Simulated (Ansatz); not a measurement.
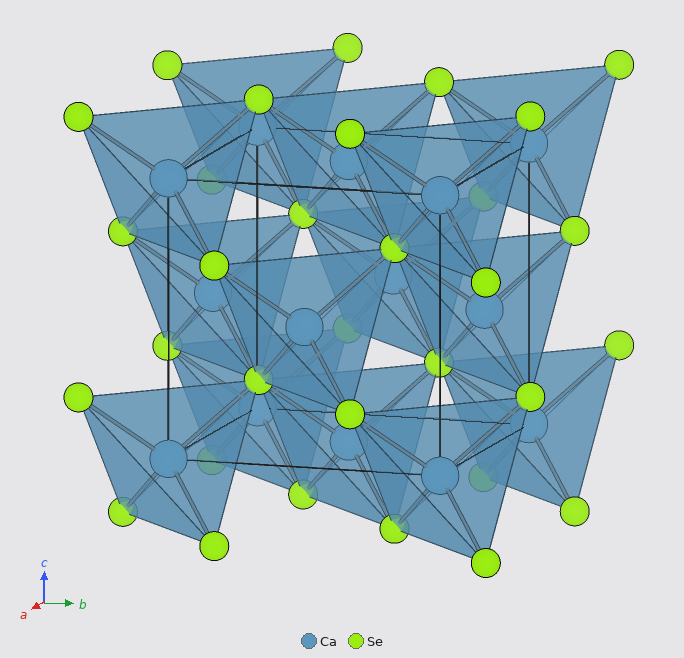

Polyhedral drawing of the structure, looking slightly off an axis. The outline marks the conventional unit cell. Some neighbours outside the box are added.

CaSe, space group F-43m (No. 216), a = 6.56 Å, b = 6.56 Å, c = 6.56 Å, α = 90.00°, β = 90.00°, γ = 90.00°.

The numbers come from DFT r2SCAN, scalar-relativistic, plane waves, PAW (Ansatz 0.2.0), using a kinetic-energy cutoff of 500 eV, k-points about 0.28 Å⁻¹ apart, Gaussian smearing of 0.05 eV, no spin polarisation.

Predict the gap.

An insulator at this level, with a gap of 3.70 eV on the k-mesh (the true edges may lie between mesh points, so the gap can be somewhat smaller).

Would the cell expand or shrink if it could?

The computed pressure is 0.0 GPa, close to zero.

Provenance: a structure type filled with these elements by a generator (whether the compound takes this form wasn't checked). The cell was then strained or its atoms displaced on purpose. An electronic-structure calculation with Ansatz was run on it.
